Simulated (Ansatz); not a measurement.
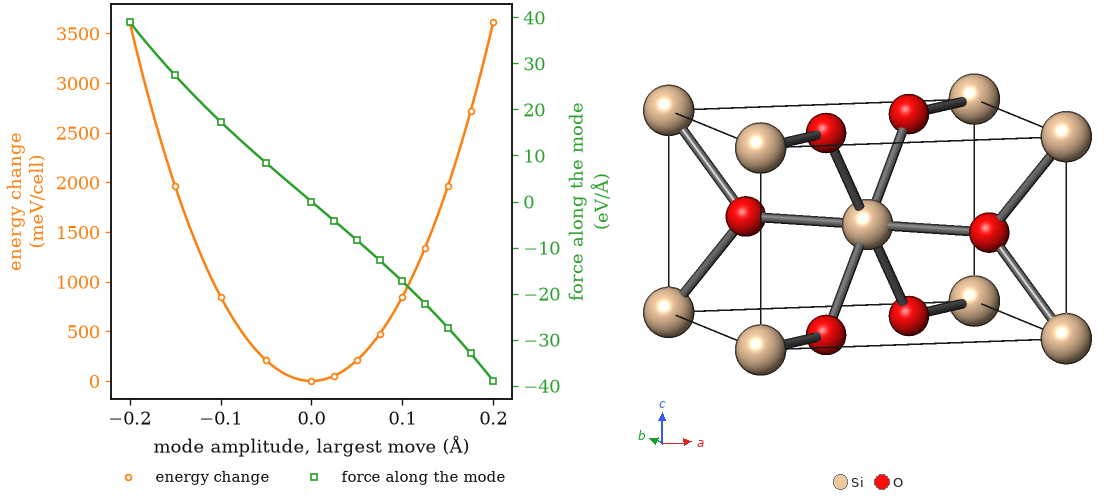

Plotted: energy change and force along the mode against mode amplitude for SiO₂, space group P4_2/mnm (No. 136). The cell is drawn beside the plot.

The given structure:
```xyz
6
Lattice="4.1854 0.0000 0.0000 0.0000 4.1854 0.0000 0.0000 0.0000 2.6687" Properties=species:S:1:pos:R:3 pbc="T T T"
Si    2.0927    2.0927    1.3344
Si    0.0000    0.0000    0.0000
O     2.9042    2.9042    0.0000
O     0.8115    3.3739    1.3344
O     1.2812    1.2812    0.0000
O     3.3739    0.8115    1.3344
```

Displacement pattern for amplitude 1 (x, y, z for each atom, in the order of the cell):
```
atom     x     y      z
 Si1  0.00  0.00   1.00
 Si2  0.00  0.00   1.00
  O3  0.00  0.00  -0.88
  O4  0.00  0.00  -0.88
  O5  0.00  0.00  -0.88
  O6  0.00  0.00  -0.88
```

Method: a normal mode of the cell frozen into a crystal at growing amplitude, by plane-wave density functional theory with PAW datasets, free energies less that of the undisturbed cell; scalar-relativistic (Ansatz 0.2.0). Level: r2SCAN, no spin polarisation.

wave cutoff 500 eV; k mesh 6×6×8; occupations Gaussian; smearing width 0.05 eV; k shift (0, 0, 0) (mesh steps); start relaxed.

The points at mode amplitude −0.15, −0.05, 0.1 and 0.2 follow from computed ones by symmetry.

Q: Is the starting structure at a minimum along this coordinate?

A: Yes: the energy rises on both sides of the starting structure, which is therefore a minimum along this path.

Q: Read off the course of the force along the mode.

A: It falls from 39.0 eV/Å at mode amplitude −0.200 Å to −39.0 eV/Å at 0.200 Å, and changes sign near 0.000 Å.
